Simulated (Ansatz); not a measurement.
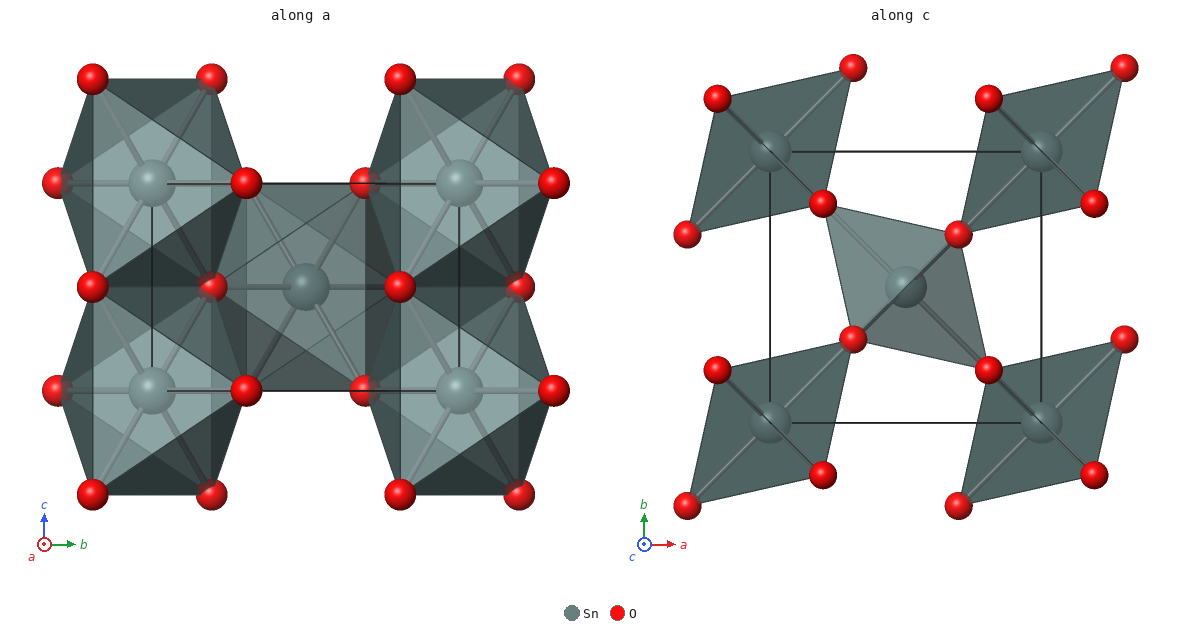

The image is a polyhedral drawing of a crystal, viewed along the a axis and along the c axis. One simulation cell is framed, with atoms on its boundary repeated. Some neighbours outside the box are added.

Here is the input:
```yaml
crystal:
  lattice:
    - [4.8629096204, 0.0, 0.0]
    - [0.0, 4.8659738742, 0.0]
    - [0.0, 0.0, 3.2857199819]
  atoms:
    - { symbol: Sn, position: [0.5, 0.5, 0.5] }
    - { symbol: Sn, position: [0.0, 0.0, 0.0] }
    - { symbol: O, position: [0.3055669685, 0.3065721192, 0.0] }
    - { symbol: O, position: [0.8055669685, 0.1934278808, 0.5] }
    - { symbol: O, position: [0.1944330315, 0.8065721192, 0.5] }
    - { symbol: O, position: [0.6944330315, 0.6934278808, 0.0] }
basis:
  ecutwfc: 420
kpoints:
  mp_grid: { grid: [6, 6, 8] }
hamiltonian:
  xc: lda
scf:
  occupations: { method: gaussian, width: 0.05 }
output:
  forces: true
  stress: true
  eigenvalues: true
```
Run as:
```sh
ansatz run input.yaml --threads 2 --pin off --max-ram 5120MiB --backend cpu --events-out ev --progress --plain --runs-dir out
```

Level of theory and settings: Ansatz 0.2.0, DFT LDA, scalar-relativistic, plane waves, PAW, plane-wave cutoff 420 eV, k-grid 6×6×8, Gaussian smearing of 0.05 eV, no spin polarisation.

> Is the electronic structure metallic or gapped?

A semiconductor at this level, with a gap of 0.18 eV on the k-mesh (the true edges may lie between mesh points, so the gap can be somewhat smaller).

> What pressure does the calculation give for this cell?

The computed pressure is -15.5 GPa (stretched: it would shrink). The stress isn't hydrostatic: its largest component is 18.3 GPa.

The structure was taken from a structure listed in the Materials Project. The cell was then strained or its atoms displaced on purpose. It was run through Ansatz as a DFT input.

At this level of theory the run's own cell isn't at rest (stretched, at -15 GPa), so its distances can differ from those at equilibrium, the more so the softer the solid.
